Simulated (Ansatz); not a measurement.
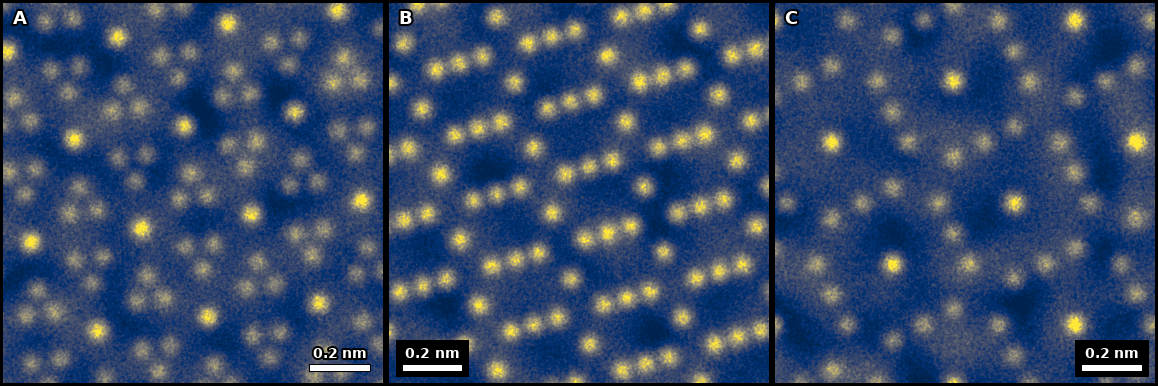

Three views of Cu (Pm-3n, No. 223) along different zone axes. Simulation: incoherent imaging, intensity Z^1.7 per atom, probe width 0.54 Å, thin sample. The probe carries 15 % of its weight in a tail 2.5 times as wide. Shot noise and the speckle of an amorphous layer were added. Atomic positions: the end point of a relaxation with DFT, revPBE, plane waves (420 eV) with PAW, scalar-relativistic (Ansatz 0.2.0); the starting structure was generated, so it need not be a known form of this composition.

```
CELL_PARAMETERS angstrom
4.65476 0.00000 0.00000
0.00000 4.65476 0.00000
0.00000 0.00000 4.65476
ATOMIC_POSITIONS crystal
Cu 0.00000 0.00000 0.00000
Cu 0.50000 0.50000 0.50000
Cu 0.25000 0.00000 0.50000
Cu 0.75000 0.00000 0.50000
Cu 0.50000 0.25000 0.00000
Cu 0.50000 0.75000 0.00000
Cu 0.00000 0.50000 0.25000
Cu 0.00000 0.50000 0.75000
```

Match the panels to the zone axes [001], [110] and [111].

A is [111]: projected cell 3.80 × 3.80 Å, 120°, plane group p6mm. B is [110]: projected cell 2.33 × 3.29 Å, 90°, plane group p2mm. C is [001]: projected cell 4.65 × 4.65 Å, 90°, plane group p4mm.
